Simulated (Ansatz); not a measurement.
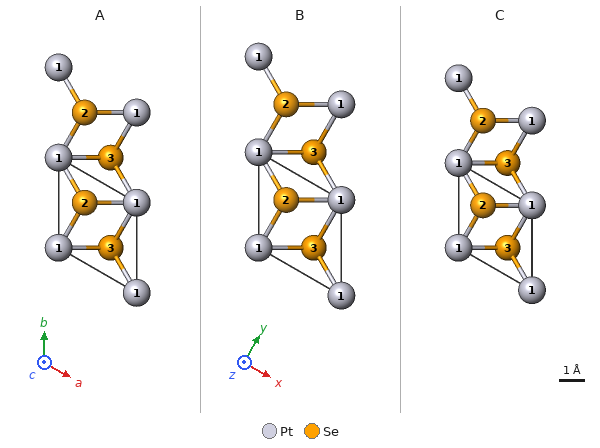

A scan of a crystal of PtSe2 (P-3m1): the cell is strained equally along x and y, with the atoms kept at their fractional coordinates. x, y and z are the Cartesian axes of the input. The picture is a ball-and-stick view of the cell of the calculation, repeated 1 × 2 × 2 with one cell outlined, seen along the c axis.

These are results of Ansatz, DFT PBEsol+D3(BJ), scalar-relativistic, plane waves, PAW, not measurements. Set-up: plane-wave cutoff 420 eV; k-point mesh 12 × 12 × 10; occupations gaussian; smearing width 0.15 eV; no spin polarisation. Energies (free energies at the smearing named) are counted from the cell as listed in its source, which wasn't relaxed.

**Rank the frames from lowest to highest energy.**

Lowest first: A (the strain 0.00, 0.0 meV/atom), B (the strain 0.06, 145.3 meV/atom), C (the strain −0.06, 176.2 meV/atom). Over the whole scan: the lowest computed point lies at the strain 0.00 (0.0 meV/atom). The unrelaxed reference is under a pressure of −1.4 GPa, which tilts the curve. The distortion keeps the space group P-3m1. At the strain −0.06 the cell of the drawing goes a 3.724 → 3.501 Å, b 3.724 → 3.501 Å.
